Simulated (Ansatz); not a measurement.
## Cs: 8 runs along one coordinate

System: Cs (I4/mmm, 1 atom in the cell).
Method: DFT PBE, scalar-relativistic, plane waves, PAW, no spin polarisation (Ansatz 0.2.0).

The 8 runs differ only in the geometry, by a strain of the cell at fixed fractional positions. Against run 5, the strain is εyy = η. The structure derives from an entry of the Crystallography Open Database.

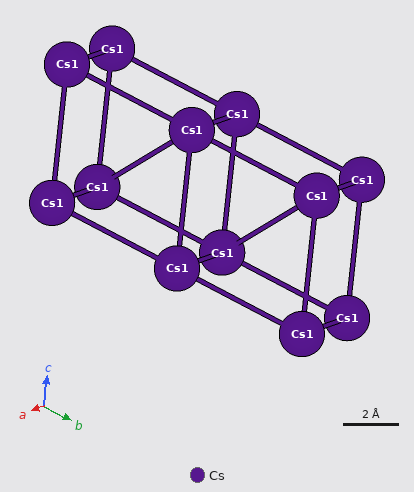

Figure 1. The structure of run 5 (ball-and-stick view of the cell of the calculation, repeated 1 × 2 × 1, seen slightly off an axis; atoms are numbered from 1 in the order of the input). An atom can appear more than once, as a periodic image.

## Input of run 5
```yaml
crystal:
  lattice:
    - [-3.0225, 3.0376125, 3.0225]
    - [3.0225, -3.0376125, 3.0225]
    - [3.0225, 3.0376125, -3.0225]
  atoms:
    - { symbol: Cs, position: [0.0, 0.0, 0.0] }
basis:
  ecutwfc: 420
kpoints:
  mp_grid: { grid: [12, 12, 12] }
hamiltonian:
  xc: pbe
scf:
  occupations: { method: gaussian, width: 0.15 }
output:
  forces: true
  stress: true
  eigenvalues: true
```

Command:
```bash
ansatz run input.yaml --threads 1 --pin off --max-ram 2560MiB --backend cpu --events-out ev --progress --plain --runs-dir out
```

Lattice vectors (Å) and fractional positions of run 5:
```
  -3.022500    3.037612    3.022500
   3.022500   -3.037612    3.022500
   3.022500    3.037612   -3.022500
Cs  0.000000  0.000000  0.000000
```

Run 6 differs from it as follows:
```diff
-    - [-3.0225, 3.0376125, 3.0225]
-    - [3.0225, -3.0376125, 3.0225]
-    - [3.0225, 3.0376125, -3.0225]
+    - [-3.0225, 3.052725, 3.0225]
+    - [3.0225, -3.052725, 3.0225]
+    - [3.0225, 3.052725, -3.0225]
```

## Results, with one run withheld

```csv
run,strain parameter η (%),"free energy per atom, from the lowest run given (meV)",pressure (GPa)
1,−2.4876,3.41,0.17
2,−1.9900,2.82,0.16
3,−1.4925,2.29,0.15
4,−0.9950,1.80,0.13
5,0.0000,0.95,0.11
6,0.4975,?,?
7,1.2438,0.13,0.08
8,1.4925,0.00,0.08
```

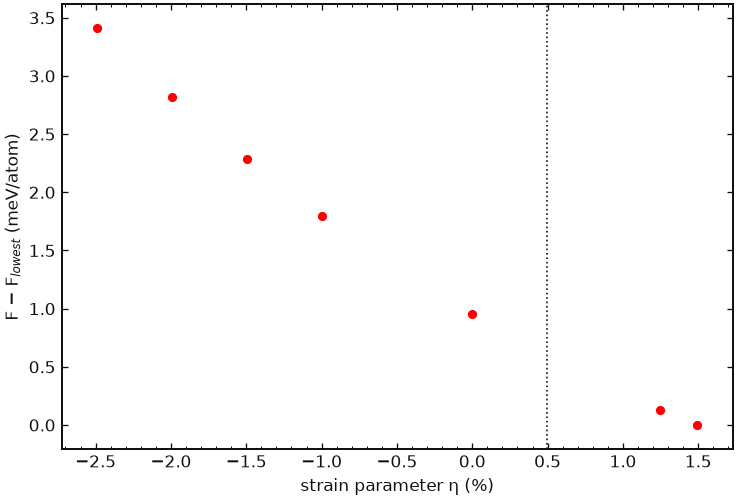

Figure 2. Free energy per atom of the runs given; the dotted line marks run 6.

What should run 6 give?

A cubic polynomial in the coordinate, fitted to the 7 runs given, misses them by under 0.01 meV per atom. With x = η + 0.6041, it reads F = 1.4442 − 0.87019 x + 0.089023 x² − 0.0013466 x³ (meV per atom). At run 6 it gives 0.59 meV per atom, and the run itself gives 0.59. The fit has no minimum inside this range.

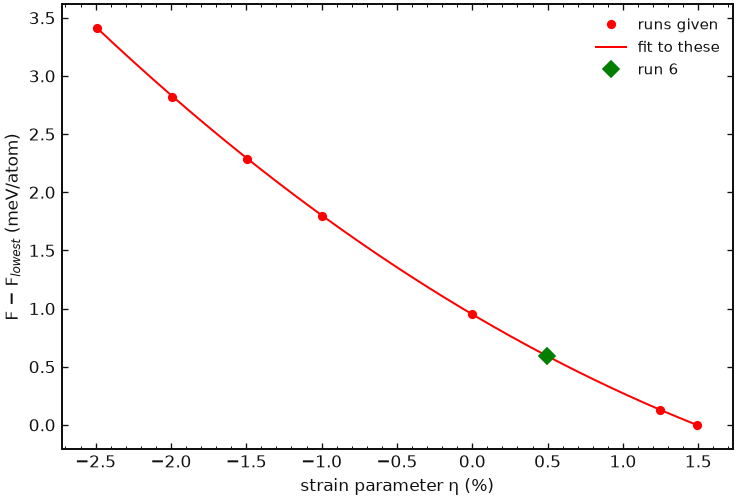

Figure 3. The fit and the withheld run.

## Output, shortened to warnings, some set-up lines, iterations and results (run 6)
```
Basis set: ecut = 420 eV, 2179 PW (Γ), exchange–correlation on 72×72×72 points (8 copies of the dense FFT grid, shifted against one another)
Symmetry: 16 space group operations
k-points: 163 of 1728
Initial density: superposition of atomic densities (neutral atoms: chi_scale 0, normalization atom), corrected by the library's trained network
[...]
SCF iter   1: F=—  HF=-5670.768701 eV  |F-HF|=—  |Δ(HF+E_count)|=         —  Δρ=2.21e-4  dr2=4.01e-5  ethr=1.77e-3  ⟨swp⟩=6.0  Hψ=11903  notcnv=0
SCF iter   2: F=—  HF=-5670.768981 eV  |F-HF|=—  |Δ(HF+E_count)|=   2.80e-4  Δρ=1.38e-4  dr2=3.25e-5  ethr=4.45e-7  ⟨swp⟩=3.5  Hψ=4136  notcnv=0
SCF iter   3: F=—  HF=-5670.768999 eV  |F-HF|=—  |Δ(HF+E_count)|=   1.78e-5  Δρ=3.89e-5  dr2=3.65e-6  ethr=3.62e-7  ⟨swp⟩=2.4  Hψ=2240  notcnv=0
SCF iter   4: F=—  HF=-5670.768999 eV  |F-HF|=—  |Δ(HF+E_count)|=   8.74e-8  Δρ=1.37e-5  dr2=7.03e-7  ethr=4.06e-8  ⟨swp⟩=1.0  Hψ=1463  notcnv=0
SCF iter   5: F=-5670.768999 eV  HF=-5670.768999 eV  |F-HF|=4.40e-8  |Δ(HF+E_count)|=   1.85e-7  Δρ=6.93e-6  dr2=8.81e-8  ethr=7.81e-9  ⟨swp⟩=2.1  Hψ=2048  notcnv=0
SCF iter   6: F=-5670.768999 eV  HF=-5670.768999 eV  |F-HF|=1.47e-9  |Δ(HF+E_count)|=   5.69e-8  Δρ=1.40e-6  dr2=1.31e-9  ethr=9.78e-10  ⟨swp⟩=2.6  Hψ=5557  notcnv=0
SCF 1 converged in 6 iterations: F = -5670.768999 eV  dr2 = 1.31e-9
SCF converged after 6 iterations
Free energy (F): -5670.768999 eV
Harris-Foulkes:  -5670.768999 eV  (|F-HF|=1.47e-9)
Internal energy: -5670.752722 eV  (E = F + TS)
E sigma→0 (E₀):  -5670.760860 eV
Entropy (-TS):   -0.016278 eV (-16.278 meV/atom)
Fermi energy:    2.360612 eV
--- Per-component energies (eV) ---
  E_band       = -90.841493
  E_kinetic    = 140.817882
  E_local      = -387.916903  (includes V_loc(G=0)·N_el)
  E_nonlocal   = 30.233454
  E_hartree    = 135.724381
  E_xc         = -172.918028
  E_vxc        = -124.597480  (∫ρ·V_xc dr)
  E_paw        = -5066.765073  (= ΣΔE_a)
  E_vpaw       = -20.827049  (= ΣTr[D̂ρ^β])
  E_aug_tail   = -0.000001  (compensation charges beyond the density's cutoff)
  E_ewald      = -349.928434
  E_smearing   = -0.016278  (= −TS)
  E_closure    = 0.000000  (closes the sum)
  Σ components = -5670.768999   (vs F -5670.768999, Δ=0.00e0)
--- Forces (eV/Å), atoms counted from 1 ---
  atom   1  Cs     0.00000000     0.00000000     0.00000000
  max |Σ_I F_I| component: 4.93e-32 eV/Å
--- Stress (GPa, compression-positive) ---
        0.100218       0.000000       0.000000
        0.000000       0.097937       0.000000
        0.000000      -0.000000       0.100218
  P = ⅓ Tr σ = 0.0995 GPa (0.995 kbar)
```
